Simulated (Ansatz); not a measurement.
**What a change does: single-point calculation on SiO₂**

System: SiO₂ (I-42d, 12 atoms in the cell).
Method of run 1: DFT LDA, scalar-relativistic, plane waves, PAW, no spin polarisation (Ansatz 0.2.0).

The structure derives from a Materials Project entry. Text and figures count atoms from 1; the logs count them from 0 in places.

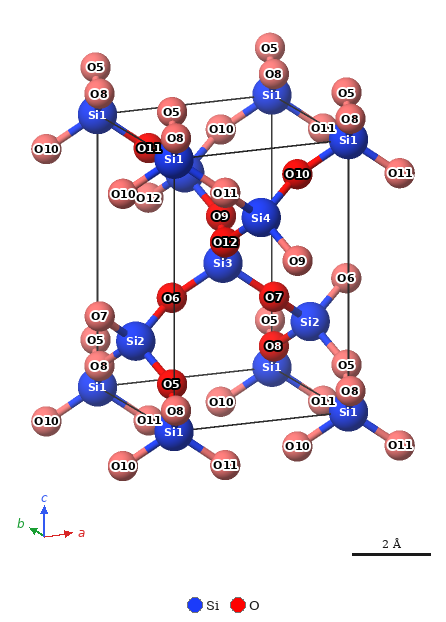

Fig. 1: The structure as given in the input (ball-and-stick view of the cell of the calculation, seen slightly off an axis; neighbours outside the cell are drawn fainter; atoms are numbered from 1 in the order of the input). An atom can appear more than once, as a periodic image.

## Input, run 1
```yaml
crystal:
  lattice:
    - [4.9288867548, 0.0, 0.0]
    - [0.0, 4.9288867548, 0.0]
    - [0.0, 0.0, 7.2888060784]
  atoms:
    - { symbol: Si, position: [0.0, 0.0, 0.0] }
    - { symbol: Si, position: [0.0, 0.5, 0.25] }
    - { symbol: Si, position: [0.5, 0.5, 0.5] }
    - { symbol: Si, position: [0.5, 0.0, 0.75] }
    - { symbol: O, position: [0.0985467527, 0.25, 0.125] }
    - { symbol: O, position: [0.25, 0.5985467527, 0.375] }
    - { symbol: O, position: [0.75, 0.4014532473, 0.375] }
    - { symbol: O, position: [0.9014532473, 0.75, 0.125] }
    - { symbol: O, position: [0.5985467527, 0.75, 0.625] }
    - { symbol: O, position: [0.75, 0.0985467527, 0.875] }
    - { symbol: O, position: [0.25, 0.9014532473, 0.875] }
    - { symbol: O, position: [0.4014532473, 0.25, 0.625] }
basis:
  ecutwfc: 420
kpoints:
  mp_grid: { grid: [6, 6, 4] }
  band_path: { path: [VBM, CBM], npoints: 2 }
hamiltonian:
  xc: lda
scf:
  occupations: { method: gaussian, width: 0.02 }
output:
  forces: true
  stress: true
  eigenvalues: true
checkpoint:
  read: start.run
  write: ck
  compress: false
  write_wavefunctions: false
  write_every: 100000
```

Command:
```bash
ansatz run input.yaml --threads 1 --pin off --max-ram 2560MiB --backend cpu --events-out ev --progress --plain --runs-dir out
```

Hardware: 1 thread of Intel Xeon @ 2.90GHz (Ice Lake), 192 GiB of memory available, shared host.

## Output, shortened to warnings, some set-up lines, iterations and results (run 1)
```
Basis set: ecut = 420 eV, 3445 PW (Γ)
Symmetry: 16 space group operations
k-points: 30 of 144 (time reversal used)
Initial density: read from a saved state, or passed on in memory by an earlier SCF of this step, an earlier step, the calling program or the single point that the run made first
[...]
SCF iter   1: F=—  HF=-6890.747373 eV  |F-HF|=—  |Δ(HF+E_count)|=         —  Δρ=2.16e-6  dr2=5.49e-9  ethr=3.73e-7  ⟨swp⟩=3.8  Hψ=10352  notcnv=0
SCF iter   2: F=—  HF=-6890.747380 eV  |F-HF|=—  |Δ(HF+E_count)|=   6.99e-6  Δρ=2.20e-6  dr2=5.45e-9  ethr=8.58e-12  ⟨swp⟩=8.5  Hψ=6524  notcnv=0
SCF iter   3: F=-6890.747380 eV  HF=-6890.747380 eV  |F-HF|=3.46e-11  |Δ(HF+E_count)|=  8.24e-10  Δρ=1.10e-6  dr2=1.33e-9  ethr=8.52e-12  ⟨swp⟩=1.0  Hψ=3486  notcnv=0
SCF 1 converged in 3 iterations: F = -6890.747380 eV  dr2 = 1.33e-9
NSCF: frozen V_eff on 40 k-points
NSCF: frozen V_eff on 40 k-points
NSCF: frozen V_eff on 40 k-points
NSCF: frozen V_eff on 9 k-points
NSCF: frozen V_eff on 8 k-points
NSCF: frozen V_eff on 5 k-points
NSCF: frozen V_eff on 5 k-points
NSCF: frozen V_eff on 5 k-points
NSCF: frozen V_eff on 3 k-points
SCF converged after 3 iterations
Free energy (F): -6890.747380 eV
Harris-Foulkes:  -6890.747380 eV  (|F-HF|=3.46e-11)
Internal energy: -6890.747380 eV  (E = F + TS)
E sigma→0 (E₀):  -6890.747380 eV
Fermi energy:    3.427105 eV
--- Per-component energies (eV) ---
  E_band       = -390.236107
  E_kinetic    = 1603.092896
  E_local      = -4668.313044  (includes V_loc(G=0)·N_el)
  E_nonlocal   = 502.613157
  E_hartree    = 1715.227156
  E_xc         = -803.054498
  E_vxc        = -939.737366  (∫ρ·V_xc dr)
  E_paw        = -3132.507301  (= ΣΔE_a)
  E_vpaw       = -318.365618  (= ΣTr[D̂ρ^β])
  E_aug_tail   = 0.021314  (compensation charges beyond the density's cutoff)
  E_ewald      = -2108.939754
  E_core_change = 1.112695  (= ΣΔE_core)
  E_smearing   = -0.000000  (= −TS)
  E_closure    = -0.000000  (closes the sum)
  Σ components = -6890.747380   (vs F -6890.747380, Δ=0.00e0)
--- Forces (eV/Å), atoms counted from 1 ---
  atom   1  Si    -0.00000000     0.00000000     0.00000000
  atom   2  Si    -0.00000000    -0.00000000    -0.00000000
  atom   3  Si    -0.00000000     0.00000000     0.00000000
  atom   4  Si    -0.00000000    -0.00000000    -0.00000000
  atom   5  O      0.00228856     0.00000000     0.00000000
  atom   6  O      0.00000000     0.00228856     0.00000000
  atom   7  O      0.00000000    -0.00228856     0.00000000
  atom   8  O     -0.00228856     0.00000000     0.00000000
  atom   9  O      0.00228856     0.00000000     0.00000000
  atom  10  O      0.00000000     0.00228856     0.00000000
  atom  11  O      0.00000000    -0.00228856     0.00000000
  atom  12  O     -0.00228856     0.00000000     0.00000000
  max |Σ_I F_I| component: 5.96e-18 eV/Å
--- Stress (GPa, compression-positive) ---
        0.011895       0.000000       0.000000
        0.000000       0.011895      -0.000000
       -0.000000      -0.000000      -0.036119
  P = ⅓ Tr σ = -0.0041 GPa (-0.041 kbar)
```

For run 2 the input was changed thus:
```diff
-    - [4.9288867548, 0.0, 0.0]
-    - [0.0, 4.9288867548, 0.0]
-    - [0.0, 0.0, 7.2888060784]
+    - [5.0767533574, 0.0, 0.0]
+    - [0.0, 5.0767533574, 0.0]
+    - [0.0, 0.0, 7.2214716763]
-    - { symbol: O, position: [0.0985467527, 0.25, 0.125] }
-    - { symbol: O, position: [0.25, 0.5985467527, 0.375] }
-    - { symbol: O, position: [0.75, 0.4014532473, 0.375] }
-    - { symbol: O, position: [0.9014532473, 0.75, 0.125] }
-    - { symbol: O, position: [0.5985467527, 0.75, 0.625] }
-    - { symbol: O, position: [0.75, 0.0985467527, 0.875] }
-    - { symbol: O, position: [0.25, 0.9014532473, 0.875] }
-    - { symbol: O, position: [0.4014532473, 0.25, 0.625] }
+    - { symbol: O, position: [0.0777572137, 0.25, 0.125] }
+    - { symbol: O, position: [0.25, 0.5777572137, 0.375] }
+    - { symbol: O, position: [0.75, 0.4222427863, 0.375] }
+    - { symbol: O, position: [0.9222427863, 0.75, 0.125] }
+    - { symbol: O, position: [0.5777572137, 0.75, 0.625] }
+    - { symbol: O, position: [0.75, 0.0777572137, 0.875] }
+    - { symbol: O, position: [0.25, 0.9222427863, 0.875] }
+    - { symbol: O, position: [0.4222427863, 0.25, 0.625] }
```

How does run 2 compare with run 1?

With the same functional and potentials, run 2 lies 3.1 meV per atom higher. The gap on the mesh goes from 5.76 to 5.60 eV. The pressure goes from 0.00 to −0.72 GPa. The volume per atom goes from 14.76 to 15.51 Å³. The plane waves at Γ go from 3445 to 3605.

## Output, shortened to warnings, some set-up lines, iterations and results (run 2)
```
Basis set: ecut = 420 eV, 3605 PW (Γ)
Symmetry: 16 space group operations
k-points: 30 of 144 (time reversal used)
Initial density: read from a saved state, or passed on in memory by an earlier SCF of this step, an earlier step, the calling program or the single point that the run made first
[...]
SCF iter   1: F=—  HF=-6890.710612 eV  |F-HF|=—  |Δ(HF+E_count)|=         —  Δρ=2.26e-6  dr2=5.73e-9  ethr=3.98e-7  ⟨swp⟩=4.1  Hψ=10356  notcnv=0
SCF iter   2: F=—  HF=-6890.710614 eV  |F-HF|=—  |Δ(HF+E_count)|=   2.04e-6  Δρ=2.13e-6  dr2=5.38e-9  ethr=8.95e-12  ⟨swp⟩=8.6  Hψ=6598  notcnv=0
SCF iter   3: F=-6890.710614 eV  HF=-6890.710614 eV  |F-HF|=1.01e-9  |Δ(HF+E_count)|=   1.33e-9  Δρ=1.03e-6  dr2=1.23e-9  ethr=8.40e-12  ⟨swp⟩=1.0  Hψ=3482  notcnv=0
SCF 1 converged in 3 iterations: F = -6890.710614 eV  dr2 = 1.23e-9
NSCF: frozen V_eff on 40 k-points
NSCF: frozen V_eff on 40 k-points
NSCF: frozen V_eff on 40 k-points
NSCF: frozen V_eff on 38 k-points
NSCF: frozen V_eff on 9 k-points
NSCF: frozen V_eff on 5 k-points
NSCF: frozen V_eff on 5 k-points
NSCF: frozen V_eff on 5 k-points
NSCF: frozen V_eff on 3 k-points
SCF converged after 3 iterations
Free energy (F): -6890.710614 eV
Harris-Foulkes:  -6890.710614 eV  (|F-HF|=1.01e-9)
Internal energy: -6890.710614 eV  (E = F + TS)
E sigma→0 (E₀):  -6890.710614 eV
Fermi energy:    3.070796 eV
--- Per-component energies (eV) ---
  E_band       = -414.881251
  E_kinetic    = 1602.614392
  E_local      = -4875.980688  (includes V_loc(G=0)·N_el)
  E_nonlocal   = 502.233055
  E_hartree    = 1806.918716
  E_xc         = -802.380593
  E_vxc        = -938.906684  (∫ρ·V_xc dr)
  E_paw        = -3132.795552  (= ΣΔE_a)
  E_vpaw       = -318.697913  (= ΣTr[D̂ρ^β])
  E_aug_tail   = 0.021345  (compensation charges beyond the density's cutoff)
  E_ewald      = -1992.453983
  E_core_change = 1.112695  (= ΣΔE_core)
  E_smearing   = -0.000000  (= −TS)
  E_closure    = -0.000000  (closes the sum)
  Σ components = -6890.710614   (vs F -6890.710614, Δ=0.00e0)
--- Forces (eV/Å), atoms counted from 1 ---
  atom   1  Si     0.00000000    -0.00000000     0.00000000
  atom   2  Si    -0.00000000    -0.00000000    -0.00000000
  atom   3  Si     0.00000000    -0.00000000     0.00000000
  atom   4  Si    -0.00000000    -0.00000000    -0.00000000
  atom   5  O     -0.00002122     0.00000000    -0.00000000
  atom   6  O     -0.00000000    -0.00002122     0.00000000
  atom   7  O     -0.00000000     0.00002122    -0.00000000
  atom   8  O      0.00002122     0.00000000     0.00000000
  atom   9  O     -0.00002122     0.00000000    -0.00000000
  atom  10  O     -0.00000000    -0.00002122     0.00000000
  atom  11  O     -0.00000000     0.00002122    -0.00000000
  atom  12  O      0.00002122     0.00000000     0.00000000
  max |Σ_I F_I| component: 1.98e-17 eV/Å
--- Stress (GPa, compression-positive) ---
       -1.082767       0.000000       0.000000
        0.000000      -1.082767      -0.000000
        0.000000      -0.000000       0.002367
  P = ⅓ Tr σ = -0.7211 GPa (-7.211 kbar)
```

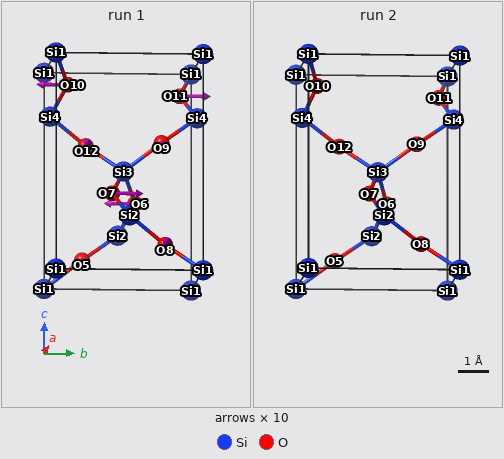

Fig. 2: The two input geometries at one scale (ball-and-stick view of the cell of the calculation, seen at an oblique angle). The pink arrows on the first give the shifts of the atoms relative to the cell, magnified 10 times. The largest moves relative to the cell, 0.11 Å, are those of 8 atoms (O5, O6, O7, O8 and others). Si stays in place. Cell: a = b 4.929 → 5.077 Å (+3.0 %), c 7.289 → 7.221 Å (−0.9 %). Volume +5.1 %.

## The two runs side by side

| quantity | run 1 | run 2 |
| --- | --- | --- |
| outcome | converged | converged |
| free energy per atom (eV) | −574.2289 | −574.2259 |
| gap on the mesh (eV) | 5.76 | 5.60 |
| pressure (GPa) | 0.00 | −0.72 |
| volume per atom (Å³) | 14.76 | 15.51 |
| largest force (eV/Å) | 0.002 | 0.000 |
| irreducible k-points | 30 | 30 |
| plane waves at Γ | 3445 | 3605 |
| wall time (shared host) | 77 s | 1.8 min |
